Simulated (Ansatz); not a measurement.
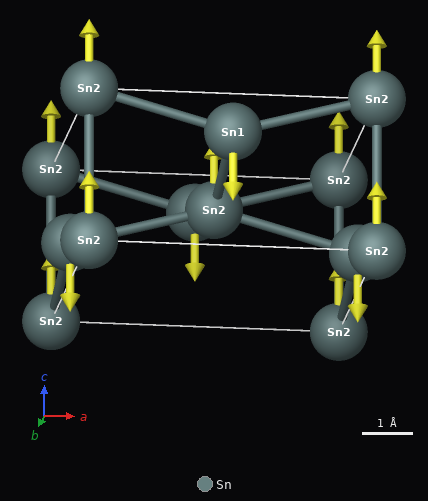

Phonons of solid Sn, at the zone centre. The optical levels lie at 45, 133 (×2) cm⁻¹. One mode is drawn. The yellow arrows are the displacements of the atoms (eigenvector over the root of the mass), of arbitrary overall length and sign. Style: ball-and-stick. Shown: the conventional cell (2 times the calculation's cell), from a free direction. Lengths and directions refer to the drawn axes.

Level of theory: DFT PBEsol, scalar-relativistic, plane waves, PAW (Ansatz). Settings: plane-wave cutoff 420 eV; k-point mesh 22 × 22 × 22; occupations gaussian; smearing width 0.15 eV; no spin polarisation.

Question: Which of these frequencies is the drawn mode's?

Answer: The level at 45 cm⁻¹. This is the B₁g mode, the lowest optical level, Raman-active by symmetry. All motion is along c; atoms of one kind move against one another, with no net shift of their sublattice.
